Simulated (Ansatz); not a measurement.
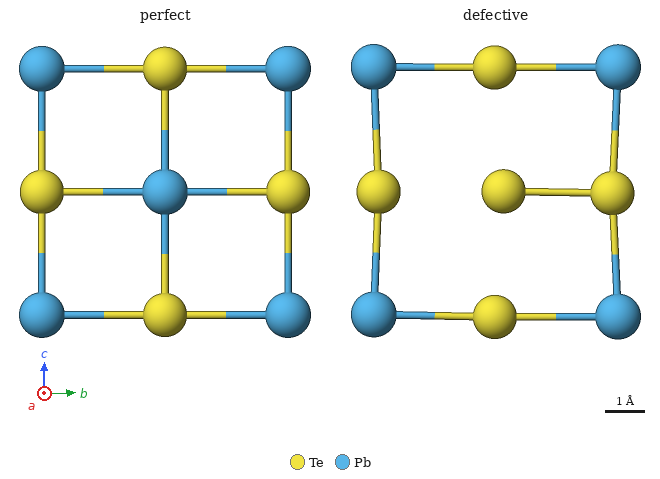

Left: perfect TePb. Right: the same region with one point defect, after relaxing the atoms in a supercell of 64 sites. The picture is a ball-and-stick view of the atoms within 6.0 Å of one point, in a slice 3.4 Å thick across the line of sight, seen along the a axis.

Computed with DFT, PBEsol, PAW, plane waves (Ansatz 0.2.0). Set-up: plane-wave cutoff 420 eV; k-point mesh 1 × 1 × 1; mesh shifted by (0.25, 0.25, 0.25); collinear spin. Fermi-Dirac smearing of 0.01 eV. The axes drawn are those of the host's conventional cell.

What kind of defect was made?

A lead atom is replaced by tellurium.

The charge state of the cell is 0.

What does the relaxation do around it?

In the host the Pb atom has 6 Te at 3.22 Å; the Te atom ends with 6 Te at 2.85 to 3.29 Å. Of the host's atoms, a lead atom moves furthest from its site, by 0.29 Å. The Te atom itself moves 0.23 Å from where it was put. The cell's net moment is 2.00 μB.
